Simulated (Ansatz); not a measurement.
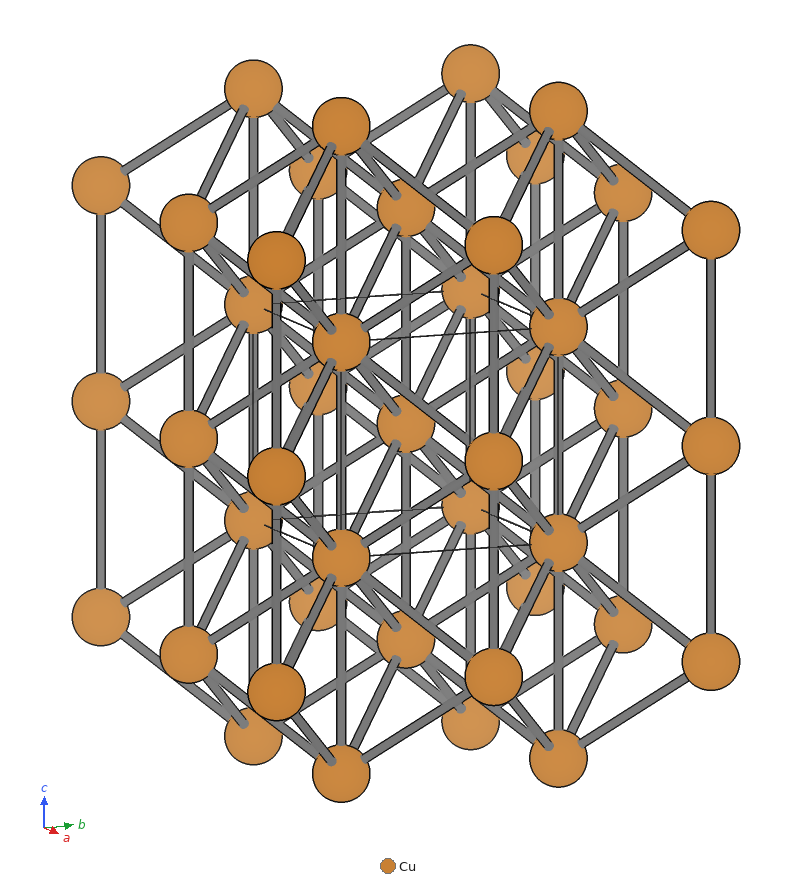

The image is a ball-and-stick drawing of a crystal, viewed slightly off an axis. The edges of the conventional unit cell are marked. Outside the box, the atoms bonded to those within are drawn.

Cu, space group I4/mmm (No. 139), a = 2.951 Å, b = 2.951 Å, c = 2.759 Å, α = 90.00°, β = 90.00°, γ = 90.00°. Its origin is a structure listed in the Materials Project. Earlier steps of the study may have refined or changed the cell and positions. It was run through Ansatz as a DFT input.

This one geometry was computed with Ansatz (DFT, plane waves, PAW) at three levels of theory: PBE, PBEsol and r2SCAN.

### Which level gives the highest pressure at this volume, and what does that say about its equilibrium volume?

Highest: PBE (0.0 GPa), which points to the largest equilibrium volume. Lowest, with the smallest volume: PBEsol (-8.0 GPa). Levels within 0.5 GPa of each other can't be told apart.

### How does the band gap change with the level of theory?

All levels give a metal.

### Collect the results in a table.

| level | cutoff (eV) | k-mesh of the run's cell | gap (eV) | pressure (GPa) |
| --- | --- | --- | --- | --- |
| PBE | 420 | 20×20×20 | metal | 0.0 |
| PBEsol | 420 | 20×20×20 | metal | -8.0 |
| r2SCAN | 500 | 20×20×20 | metal | -6.5 |

Gaps are taken on the k-mesh or band path of each run.
